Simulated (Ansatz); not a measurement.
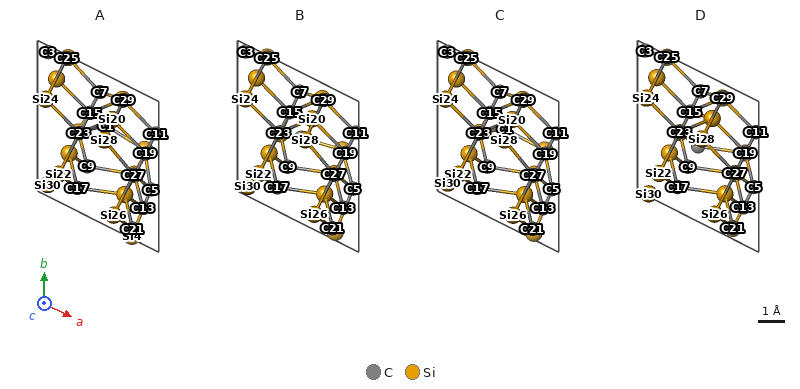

4 geometries from one relaxation of a slab of composition SiC (cut from the P6_3mc phase), in shuffled order. A ball-and-stick model of the cell of the calculation, outlined in the plane, without the vacuum (origin shifted), seen along the c axis.

Case: (1 1 1) slab, atoms relaxed. The slab is the (1 1 1) face of SiC.

Level of theory: DFT r2SCAN, scalar-relativistic, plane waves, PAW in Ansatz. Set-up: plane-wave cutoff 500 eV; k-point mesh 6 × 5 × 1; occupations gaussian; smearing width 0.05 eV; no spin polarisation; dipole correction; atoms relaxed in a fixed cell; force threshold 0.02 eV/Å; at most 60 steps.

Question: Put them in the order of the run, from the start to the converged end.

Answer: D, B, C, A. They are steps 0, 2, 4, 10, at +2.139 eV per cell of the calculation, +0.450 eV per cell of the calculation, +0.187 eV per cell of the calculation relative to the last. Over 8 accepted moves (10 points after the start) the energy falls by 2.139 eV per cell of the calculation. The largest force component goes from 2.2 to 0.015 eV/Å. The line search rejected the trial step at point 6 of the run. 1 step only repeated the SCF at the same geometry. A C atom moves most relative to the layer's centre: 0.87 Å at 82° to the normal (+c side). By element the largest moves are C 0.87 Å, Si 0.42 Å. The lattice vectors keep their values. Near-neighbour distances that change, for instance: C–Si 3.151 → 2.041 Å, Si–Si 3.086 → 2.624 Å, Si–Si 3.086 → 3.497 Å, Si–Si 3.075 → 2.762 Å. New bonds form, among them: C–Si (3.15 → 2.04 Å). Among the angles between lasting bonds that change: C–Si–C 109.5° → 86.4°, Si–C–Si 109.5° → 128.6°, C–Si–C 109.5° → 127.5°.
